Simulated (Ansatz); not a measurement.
# MoSe: single-point calculation

The run: single-point calculation of MoSe (F-43m, 4 atoms in the cell). Method and program: DFT PBE+U, scalar-relativistic, plane waves, PAW, Ueff = 4.38 eV on Mo d, spin-polarised (Ansatz 0.2.0).

The structure was built on a prototype by a generator; it need not be a known phase. It belongs to a series of runs on one base structure; here: volume dafm0: 0.92 V/V0. Figures and captions count atoms from 1; the log counts them from 0 in places.

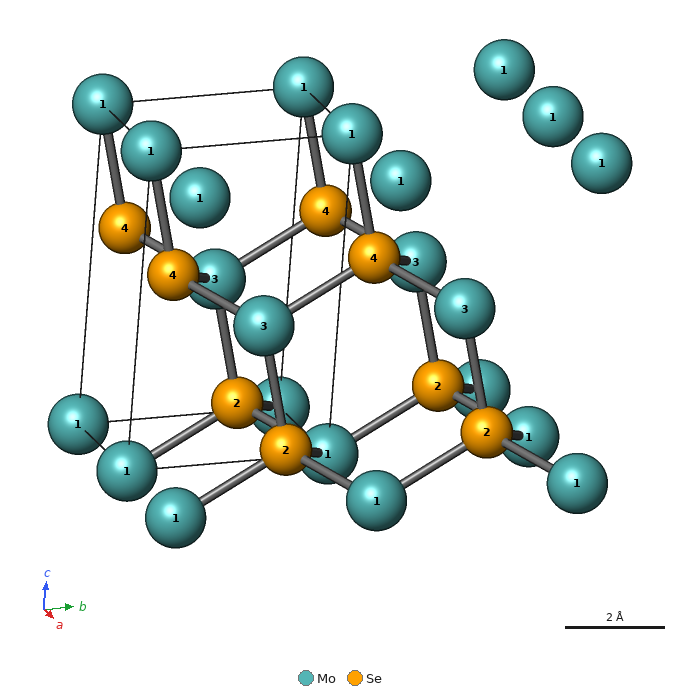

The structure (ball-and-stick view of the reduced cell, repeated 2 × 2 × 1, seen slightly off an axis; atoms are numbered from 1 in the order of the input). An atom can appear more than once, as a periodic image.

## Input file
```yaml
crystal:
  lattice:
    - [0.0, 3.037834023, 3.037834023]
    - [3.037834023, 0.0, 3.037834023]
    - [6.0756680461, 6.0756680461, 0.0]
  atoms:
    - { symbol: Mo, position: [1.0, 0.0, 0.0], spin: 2.0 }
    - { symbol: Se, position: [0.25, 0.25, 0.125] }
    - { symbol: Mo, position: [1.0, 0.0, 0.5], spin: -2.0 }
    - { symbol: Se, position: [0.25, 0.25, 0.625] }
basis:
  ecutwfc: 420
kpoints:
  mp_grid: { grid: [12, 12, 6] }
hamiltonian:
  xc: pbe
  hubbard: { sites: [{ species: Mo, l: d, u_eff: 4.38 }] }
scf:
  occupations: { method: gaussian, width: 0.1 }
output:
  forces: true
  stress: true
  eigenvalues: true
  populations: true
  write_density: true
  write_potential: true
  elf: true
  volumetric_format: npy
magnetization:
  spin_polarized: true
```

Launched with:
```bash
ansatz run input.yaml --threads 1 --pin off --max-ram 2560MiB --backend cpu --events-out ev --progress --plain --runs-dir out
```

## What the program printed
```
Mo: projections on atomic orbitals take those of the free atom [Ar 3d10] 4s2 4p6 4d5 5s1, of charge +0.00 (hamiltonian.pseudopotentials.projection_atoms); the dataset's partial waves leave at most 6.0e-6 of an orbital's norm unspanned inside its sphere
Se: projections on atomic orbitals take those of the free atom [Ar] 3d10 4s2 4p4, of charge +0.00 (hamiltonian.pseudopotentials.projection_atoms); the dataset's partial waves leave at most 2.3e-6 of an orbital's norm unspanned inside its sphere
Engine: ansatz 0.2.0, x86_64-unknown-linux-gnu
Pseudopotentials: kind: paw
Pseudopotential: Mo, paw, valence charge 14, recommended cutoff 420 eV (normal), Mo.paw.azcp
Pseudopotential: Se, paw, valence charge 16, recommended cutoff 420 eV (normal), Se.paw.azcp
Functional definition: PBE
  parameter kappa = 0.804
  parameter beta = 0.06672455060314922
  exchange = pbe_x(kappa = kappa, mu = beta*pi^2/3)
  correlation = pbe_c(beta = beta)
Crystal: 4 atoms, lattice volume = 112.138 Å³
Basis set: ecut = 420 eV, 2171 PW (Γ), exchange–correlation on 60×60×120 points (8 copies of the dense FFT grid, shifted against one another)
Bands: 39, of which v1, the nominal top of the filled ones, is band 30 counted from 1 (29 counted from 0)
Symmetry: 6 space group operations
Space group: R3m (ITA 160), of the structure as read, at distance tolerance 4.8e-5 Å
Magnetic group: BNS 160.68 (UNI 1298), of the structure as read, at distance tolerance 4.8e-5 Å
k-points: 98 of 864 (time reversal used)
Non-local potential: Mo, projectors of the file, l = 0: 3, l = 1: 2, l = 2: 2, l = 3: 1
Non-local potential: Se, projectors of the file, l = 0: 2, l = 1: 2, l = 2: 3, l = 3: 1
PAW form: soft (Blöchl's): semilocal exchange-correlation on the pseudo side does not see the compensation charge
PAW one-centre angular grid: Mo, 590 points (default); XC on 64 Gauss nodes
PAW one-centre angular grid: Se, 590 points (default); XC on 64 Gauss nodes
Initial density: superposition of atomic densities (chi_scale 0.1, normalization cell)
Starting moments: Σ|m| = 4 μB on 2 of 4 sites
Starting magnetic order: antiferromagnet; a translation exchanges its spin sublattices: spin-degenerate at every k-point
Initial wavefunctions: pseudopotential atomic-orbital guess
Functional: x = pbe(κ = 0.804, μ = 0.2195149727645171), c = pbe(β = 0.06672455060314922)
SCF iter   1: F=—  HF=-20840.013319 eV  |F-HF|=—  |Δ(HF+E_count)|=         —  Δρ=3.51e-2 (↑3.51e-2 ↓3.51e-2)  dr2=3.91e0  dr2_m=7.63e-1  M=0.000 μB ∫|m|=6.642 μB  β_m=1.00  ethr=3.10e-3  ⟨swp⟩=5.6  Hψ=13529  notcnv=0
preconditioner: auto → Kerker (q_TF=auto, 2.458 Å⁻¹)  [metal: Δε(μ)=0.005 eV  Ē_g=7.828 eV  σ=0.100 eV  W_gap=0.03  n_scr=28 (ndim 8)  ℏωp=17.2 eV  f_vac=0.030  D(μ)=3.89/eV (n_scr^D=28)]
spin=Collinear: Kerker preconditioning applied to the charge; magnetization (m = ρ↑ − ρ↓) channel mixes plain (no charge-response kernel on spin).
SCF iter   2: F=—  HF=-20841.398692 eV  |F-HF|=—  |Δ(HF+E_count)|=    1.39e0  Δρ=1.66e-2 (↑1.66e-2 ↓1.66e-2)  dr2=1.55e0  dr2_m=7.47e-2  M=0.000 μB ∫|m|=7.568 μB  β_m=1.00  ethr=3.10e-3  ⟨swp⟩=2.0  Hψ=6858  notcnv=0  defer=156
SCF iter   3: F=—  HF=-20841.579947 eV  |F-HF|=—  |Δ(HF+E_count)|=   1.81e-1  Δρ=7.98e-3 (↑7.98e-3 ↓7.98e-3)  dr2=1.20e-1  dr2_m=3.44e-2  M=0.000 μB ∫|m|=8.010 μB  β_m=1.00  ethr=2.58e-3  ⟨swp⟩=2.0  Hψ=5695  notcnv=0  defer=154
SCF iter   4: F=—  HF=-20841.845860 eV  |F-HF|=—  |Δ(HF+E_count)|=   2.66e-1  Δρ=3.01e-3 (↑3.01e-3 ↓3.01e-3)  dr2=3.52e-2  dr2_m=3.29e-3  M=0.000 μB ∫|m|=8.185 μB  β_m=1.00  ethr=1.99e-4  ⟨swp⟩=2.0  Hψ=7116  notcnv=0  defer=152
SCF iter   5: F=—  HF=-20842.006568 eV  |F-HF|=—  |Δ(HF+E_count)|=   1.61e-1  Δρ=1.49e-3 (↑1.49e-3 ↓1.49e-3)  dr2=8.45e-3  dr2_m=8.82e-4  M=0.000 μB ∫|m|=8.281 μB  β_m=0.30  ethr=5.87e-5  ⟨swp⟩=2.0  Hψ=5948  notcnv=0  defer=152
Mixer restart at iter 5: flushing history
spin-set hold released at iteration 5 (site moments contracting): the magnetisation degrees of freedom join the quasi-Newton model from the next iteration; the mixer history was flushed
SCF iter   6: F=—  HF=-20842.096485 eV  |F-HF|=—  |Δ(HF+E_count)|=   8.99e-2  Δρ=1.53e-3 (↑1.53e-3 ↓1.53e-3)  dr2=7.07e-3  dr2_m=1.40e-3  M=0.000 μB ∫|m|=8.334 μB  β_m=0.65  ethr=1.41e-5  ⟨swp⟩=2.0  Hψ=5046  notcnv=0  defer=148
SCF iter   7: F=—  HF=-20842.207416 eV  |F-HF|=—  |Δ(HF+E_count)|=   1.11e-1  Δρ=8.85e-4 (↑8.85e-4 ↓8.85e-4)  dr2=2.49e-3  dr2_m=5.08e-4  M=0.000 μB ∫|m|=8.485 μB  β_m=0.68  ethr=1.18e-5  ⟨swp⟩=2.0  Hψ=7258  notcnv=0  defer=147
SCF iter   8: F=—  HF=-20842.208281 eV  |F-HF|=—  |Δ(HF+E_count)|=   8.66e-4  Δρ=4.26e-4 (↑4.26e-4 ↓4.26e-4)  dr2=8.81e-4  dr2_m=8.78e-5  M=0.000 μB ∫|m|=8.504 μB  β_m=0.84  ethr=4.15e-6  ⟨swp⟩=2.1  Hψ=6888  notcnv=0  defer=138
SCF iter   9: F=—  HF=-20842.208747 eV  |F-HF|=—  |Δ(HF+E_count)|=   4.66e-4  Δρ=1.29e-4 (↑1.29e-4 ↓1.29e-4)  dr2=1.65e-4  dr2_m=4.13e-7  M=0.000 μB ∫|m|=8.514 μB  β_m=0.92  ethr=1.47e-6  ⟨swp⟩=3.0  Hψ=6470  notcnv=0  defer=138
SCF iter  10: F=—  HF=-20842.208868 eV  |F-HF|=—  |Δ(HF+E_count)|=   1.21e-4  Δρ=5.51e-5 (↑5.51e-5 ↓5.51e-5)  dr2=1.15e-5  dr2_m=1.38e-6  M=0.000 μB ∫|m|=8.517 μB  β_m=0.96  ethr=2.75e-7  ⟨swp⟩=2.0  Hψ=4863  notcnv=0  defer=138
SCF iter  11: F=—  HF=-20842.208889 eV  |F-HF|=—  |Δ(HF+E_count)|=   2.06e-5  Δρ=9.66e-6 (↑9.66e-6 ↓9.66e-6)  dr2=3.79e-7  dr2_m=1.47e-8  M=0.000 μB ∫|m|=8.515 μB  β_m=0.98  ethr=1.92e-8  ⟨swp⟩=2.0  Hψ=5009  notcnv=0  defer=138
SCF iter  12: F=-20842.208890 eV  HF=-20842.208890 eV  |F-HF|=3.42e-8  |Δ(HF+E_count)|=   5.27e-7  Δρ=2.56e-6 (↑2.56e-6 ↓2.56e-6)  dr2=2.55e-8  dr2_m=1.15e-9  M=0.000 μB ∫|m|=8.515 μB  ethr=1.67e-10  ⟨swp⟩=14.3  Hψ=25160  notcnv=0
SCF 1 converged in 12 iterations: F = -20842.208890 eV  dr2 = 2.55e-8
  greatest PAW one-centre occupation: 1.000 electrons in one spin orbital (limit 2), on the Se atom at site 3 (counted from 0), in its partial waves of l = 2
```

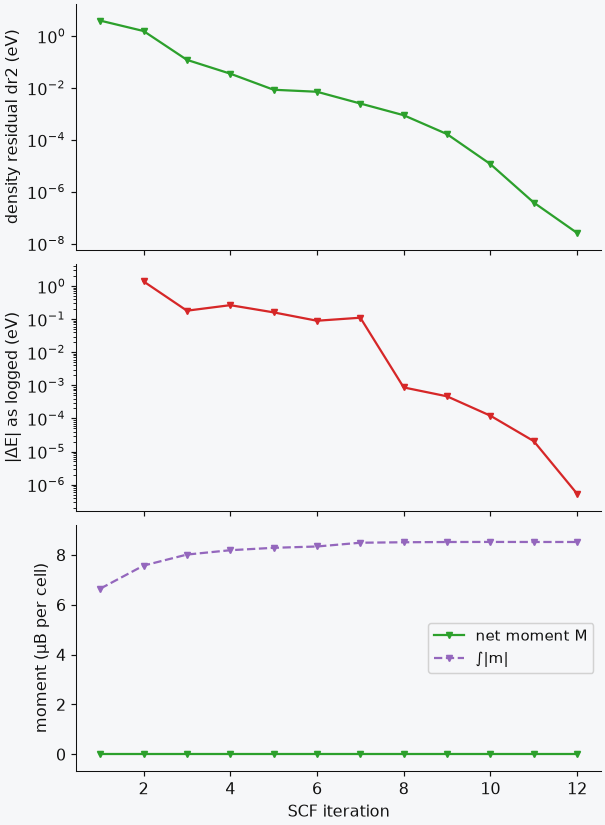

Convergence of the self-consistent field: density residual dr2, size of the energy change and magnetic moment against the SCF iteration. The residual falls at every step. The net moment stays at 0.0 μB per cell.

```
WARN: an SCF from ferromagnetic starting moments (-3.32, 0.00, -3.32, 0.00 Bohr magnetons, atom by atom) was not made, by what the run has read of turns of its moments that order reads lower: the deck asks for what bars it, or types moments that do (magnetization.spin_polarized, in the input reference, names some of the keys), or the run goes by scf.lower_state_search: light, the default, which as a rule tries one only behind a close that has lost an order of both signs, or on which an open d or half-filled 4f shell of a PAW file has lost a moment that was set nearer to Hund's than to what is left; or, under a Hubbard U, one that names an f shell that the input leaves bare beside given moments, or a larger moment for a shell of low spin that is given one. standard, with a start from the atoms, tries one behind each close (in a relaxation, ahead of its steps or at their end). To set out from that order, type those moments (crystal.atoms[].spin; where shells were raised to Hund's moment, beside crystal.symmetry.detect: false) under scf.lower_state_search: light. The bands of the close that named these starting moments, or of the one ahead of a search that led to it (under cold or Methfessel-Paxton smearing those of the Gaussian ahead of it) read a cost of -276.68 meV for the turn to them, carried on from a small turn (-276.68 by the pairs of d shells alone)
SCF converged after 12 iterations
Magnetization: 0.0000 μB (30.0000 up, 30.0000 down)
Absolute magnetization: 8.4939 μB (∫|ρ↑−ρ↓|, with the PAW one-centre terms)
Spin contamination: 4.0968 ħ² per cell (⟨S²⟩ above its minimum at these occupations)
Per-site moments (μB) at R_I (Å): [(2.9323435639199866, 1.0852220925164404), (-0.19091929868064803, 1.0852220925164404), (-2.9323435639199866, 1.0852220925164404), (0.19091929868064833, 1.0852220925164404)]
Free energy (F): -20842.208890 eV
Harris-Foulkes:  -20842.208890 eV  (|F-HF|=3.42e-8)
Internal energy: -20842.194230 eV  (E = F + TS)
E sigma→0 (E₀):  -20842.201560 eV
Entropy (-TS):   -0.014660 eV (-3.665 meV/atom)
Fermi energy:    8.482431 eV
--- Per-component energies (eV) ---
  E_band       = -1208.951579
  E_kinetic    = 1120.307901
  E_local      = -8097.893569  (includes V_loc(G=0)·N_el)
  E_nonlocal   = -894.863868
  E_hartree    = 3591.353845
  E_xc         = -571.811992
  E_vxc        = -649.315825  (∫ρ·V_xc dr)
  E_hubbard    = 3.842577  (on-site DFT+U / exact-exchange correction)
  E_vhub       = -13.878068  (the Hubbard potential's part of the band-sum identity)
  E_paw        = -10230.051897  (= ΣΔE_a)
  E_vpaw       = 143.985250  (= ΣTr[D̂ρ^β])
  E_aug_tail   = -0.001091  (compensation charges beyond the density's cutoff)
  E_ewald      = -5763.076137
  E_smearing   = -0.014660  (= −TS)
  E_closure    = 0.000000  (closes the sum)
  Σ components = -20842.208890   (vs F -20842.208890, Δ=0.00e0)
--- Forces (eV/Å), atoms counted from 1 ---
  atom   1  Mo     0.24828767     0.24828767    -0.24828767
  atom   2  Se    -0.24825157    -0.24825157     0.24825157
  atom   3  Mo     0.24828767     0.24828767    -0.24828767
  atom   4  Se    -0.24825157    -0.24825157     0.24825157
  max |Σ_I F_I| component: 7.22e-5 eV/Å
--- Stress (GPa, compression-positive) ---
        2.935812       2.002126      -2.002126
        2.002126       2.935812      -2.002126
       -2.002126      -2.002126       2.935812
  P = ⅓ Tr σ = 2.9358 GPa (29.358 kbar)
--- Band table (eV; the first three rows and the last of 196) ---
  k-point 0 ↑: bands = ["-52.8832", "-50.6811", "-39.1632", "-39.1632", "-39.1087", "-39.1087", "-39.1071", "-39.1071", "-39.0917", "-39.0807", "-39.0807", "-39.0759", "-27.1585", "-27.1585", "-27.0466", "-24.7341", "-24.7341", "-24.5263", "-4.8816", "-4.4861", "3.9134", "3.9480", "3.9480", "4.3290", "4.9931", "4.9931", "6.2735", "6.2735", "8.4655", "9.6080", "9.9294", "9.9294", "12.0884", "12.0884", "12.1074", "13.4197", "13.5177", "13.5177", "15.6082"]
  k-point 1 ↑: bands = ["-52.8833", "-50.6809", "-39.1632", "-39.1632", "-39.1087", "-39.1087", "-39.1071", "-39.1071", "-39.0917", "-39.0807", "-39.0807", "-39.0759", "-27.1585", "-27.1585", "-27.0466", "-24.7341", "-24.7341", "-24.5264", "-4.8601", "-4.5079", "3.7675", "3.9487", "3.9487", "4.4676", "5.0081", "5.0081", "6.2452", "6.2452", "8.4311", "9.8780", "9.9227", "9.9227", "12.0699", "12.1405", "12.1405", "13.2753", "13.5096", "13.5096", "15.4239"]
  k-point 2 ↑: bands = ["-52.8835", "-50.6807", "-39.1632", "-39.1632", "-39.1087", "-39.1087", "-39.1071", "-39.1071", "-39.0917", "-39.0807", "-39.0807", "-39.0759", "-27.1585", "-27.1585", "-27.0465", "-24.7342", "-24.7342", "-24.5264", "-4.8061", "-4.5624", "3.5852", "3.9500", "3.9500", "4.6297", "5.0399", "5.0399", "6.1872", "6.1872", "8.4302", "9.9091", "9.9091", "10.4775", "11.8807", "12.2525", "12.2525", "12.9841", "13.4831", "13.4831", "15.0692"]
  k-point 97 ↓: bands = ["-52.8824", "-50.6807", "-39.1629", "-39.1628", "-39.1085", "-39.1079", "-39.1073", "-39.1071", "-39.0916", "-39.0806", "-39.0805", "-39.0760", "-27.1720", "-27.1671", "-27.0445", "-24.7496", "-24.7433", "-24.5242", "-4.4060", "-4.3490", "3.8135", "3.9780", "4.4331", "4.5807", "4.8520", "5.3649", "5.6349", "6.7023", "7.2664", "7.4886", "7.9136", "10.9041", "11.7031", "12.2213", "12.4343", "12.9070", "14.2069", "14.4465", "14.9428"]
Occupation matrices written to [file]
--- Löwdin populations: 4 sites ---
  site symbol       q [e]    m [muB]
     0     Mo     13.4195     4.0418
     1     Se     16.4464    -0.3308
     2     Mo     13.4195    -4.0418
     3     Se     16.4464     0.3308
  spilling = 0.004469 (of n_electrons = 60.000000)
```

## File populations.tsv
```
# site	symbol	l	j	q_up	q_dn
# orbitals = lowdin
# n_electrons = 60.000000
# spilling = 0.004469
# projection_atom_Mo: [Ar 3d10] 4s2 4p6 4d5 5s1
# projection_atom_Se: [Ar] 3d10 4s2 4p4
0	Mo	0_4S	-	0.993462	0.993801
0	Mo	0_5S	-	0.293739	0.220974
0	Mo	1_4P	-	2.996016	2.996730
0	Mo	2_4D	-	4.447411	0.477368
1	Se	0_4S	-	0.896560	0.892072
1	Se	1_4P	-	2.161315	2.496647
1	Se	2_3D	-	4.999947	4.999892
2	Mo	0_4S	-	0.993801	0.993462
2	Mo	0_5S	-	0.220974	0.293739
2	Mo	1_4P	-	2.996730	2.996016
2	Mo	2_4D	-	0.477368	4.447411
3	Se	0_4S	-	0.892072	0.896560
3	Se	1_4P	-	2.496647	2.161315
3	Se	2_3D	-	4.999892	4.999947
```

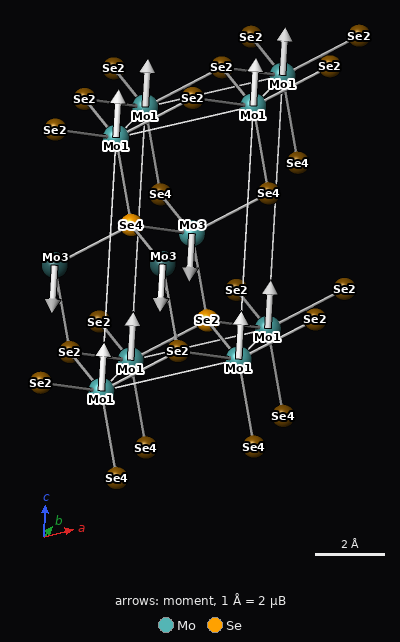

Magnetic moments of the sites as white arrows (ball-and-stick view of the reduced cell, seen slightly off an axis; neighbours outside the cell are drawn fainter; atoms are numbered from 1 in the order of the input); small moments hardly show. The run is collinear, so the axis drawn is arbitrary. Site moments: Mo1 (2.93 μB); Mo3 (−2.93 μB); Se4 (0.19 μB); Se2 (−0.19 μB). They are counted near the atoms and needn't add up to the moment of the cell.

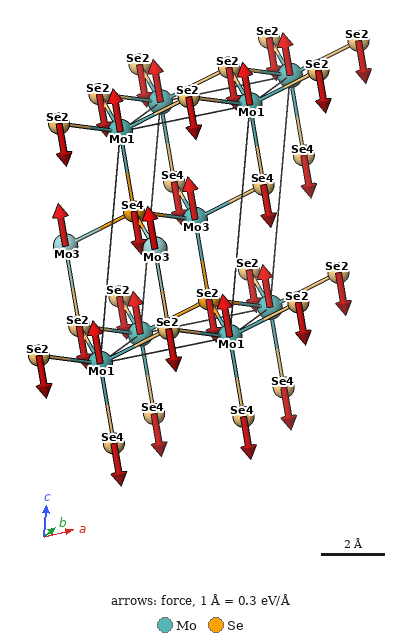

Forces on the atoms as red arrows (ball-and-stick view of the reduced cell, seen slightly off an axis; neighbours outside the cell are drawn fainter; atoms are numbered from 1 in the order of the input). The largest act on Mo1, Mo3 (0.43 eV/Å); Se2, Se4 (0.43 eV/Å). The geometry is not a stationary point of this energy.

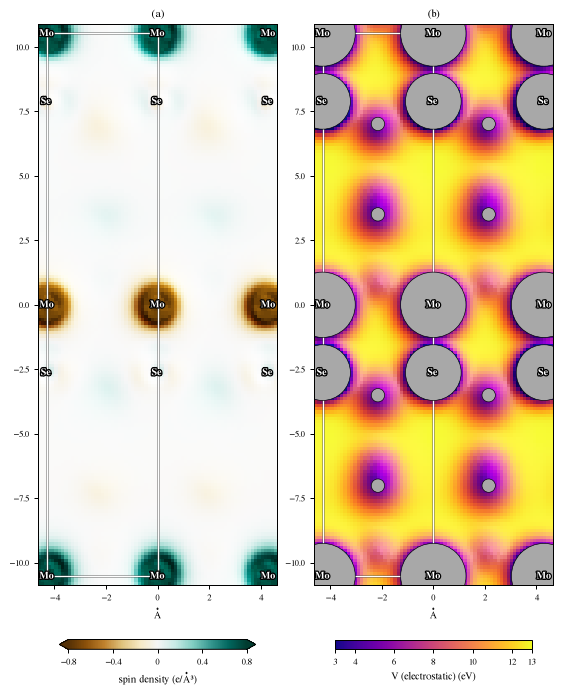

(a) spin density (up minus down); (b) electrostatic potential (local pseudopotential plus Hartree) felt by an electron on the (010) plane of the conventional cell of the magnetic structure. Grey discs, where drawn, cover atomic cores. Atoms in the plane: Mo and Se. The cell of the calculation (4 atoms) carries 0.0 μB net. Outside the cores the potential energy rises away from the atoms and is highest about 2.6 Å from the nearest atoms; outside the discs it spans about 10 eV, and its zero is arbitrary. In a PAW calculation such maps are meaningful between the atoms, not at the nuclei.

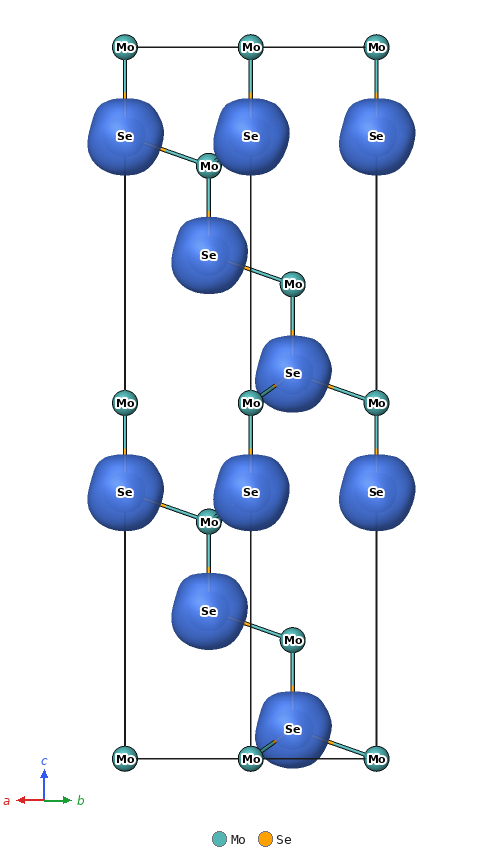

Isosurface of the electron localisation function at 0.7 (blue), seen along [110]. Core shells and regions of very low density are left out. Sticks mark near contacts. The outline is the cell set on symmetry axes of the magnetic structure. Along the contacts the grid gives the following. Mo–Se (2.63 Å): the ELF is about 0.45 at the midpoint.

## Key numbers

```csv
quantity,value
outcome,converged
space group (tolerance 0.01 Å),F-43m (216)
electrons treated,60
free energy,−20842.2089 eV
Fermi energy,8.482 eV
gap on the k-point mesh,none (metallic)
net moment of the cell,0.00 μB
integrated absolute moment,8.49 μB
pressure,2.94 GPa
largest force (length of the vector),0.430 eV/Å
hardware,"1 thread of Intel Xeon @ 2.90GHz (Ice Lake), 16 GiB of memory available, shared host"
wall time,48 s
peak memory,0.98 GiB
```

The electronic state found may not be the lowest one. The program warns: another magnetic order may lie lower.
